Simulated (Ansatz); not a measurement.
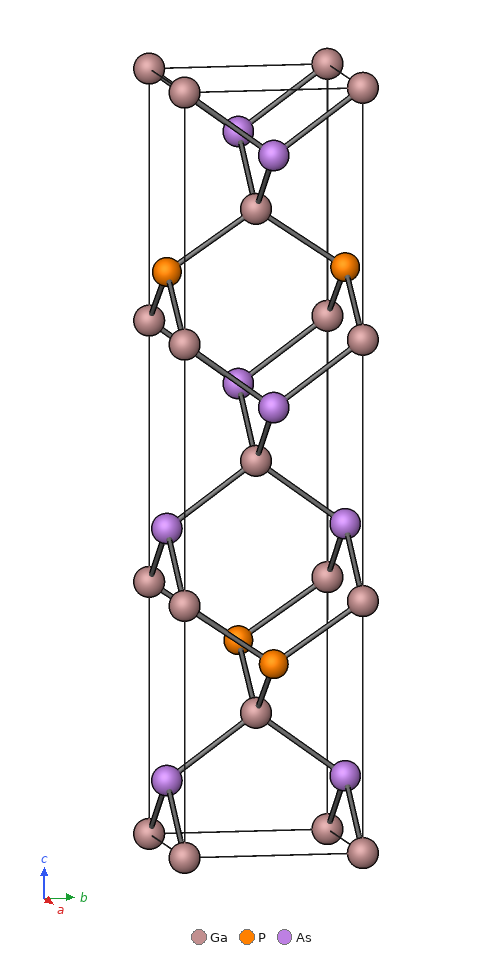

The figure gives a ball-and-stick picture of the atoms, viewed slightly off an axis. Atoms at the boundary of the conventional unit cell (the box) are drawn once for each face, edge or corner they touch. Cell: a = 4.00 Å, b = 4.00 Å, c = 17.01 Å, α = 90.00°, β = 90.00°, γ = 90.00°.

The model was built from a structure type filled with these elements by a generator (whether the compound takes this form wasn't checked). Earlier steps of the study may have refined or changed the cell and positions. It was the input of a calculation with Ansatz.

Question: State composition, symmetry and coordination.

Answer: Chemical formula Ga$_{3}$As$_{2}$P. It belongs to space group I-4m2 (No. 119) and has a body-centred tetragonal lattice. Counting shared atoms by their share gives 6 Ga, 4 As, 2 P, or 12 atoms. About every P there are four Ga in a tetrahedral arrangement at about 2.4 Å. Each As atom has four Ga in a tetrahedral arrangement at about 2.5 Å around it. Ga takes two kinds of site: 4e with two P and two As in a tetrahedral arrangement (about 2.4 Å to P, 2.5 Å to As); 2a with four As in a tetrahedral arrangement at about 2.5 Å. The bonds build a three-dimensional framework.

The calculation used DFT LDA, scalar-relativistic, plane waves, PAW (Ansatz 0.2.0), with cutoff 420 eV, k-points about 0.18 Å⁻¹ apart, Gaussian smearing of 0.02 eV, no spin polarisation.

Question: Is it conducting or gapped at this level?

Answer: A semiconductor at this level, with a gap of 0.36 eV, direct.

Question: How are the electrons shared out in a Bader analysis?

Answer: Ga +0.61 to +0.67 e; As -0.61 e; P -0.73 e.

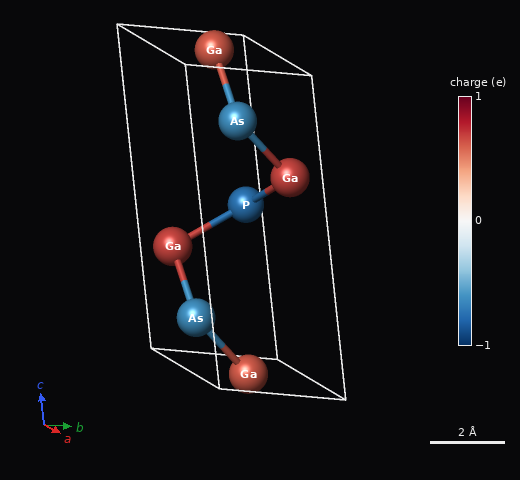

The atoms coloured by those charges. The run's cell of 6 atoms is drawn in a reduced setting, so axes and origin can differ from the first picture.

Question: Does this geometry sit at a stationary point of the energy?

Answer: No. The largest force is 0.05 eV/Å, on Ga. The pressure is -4.8 GPa, so the cell would contract.
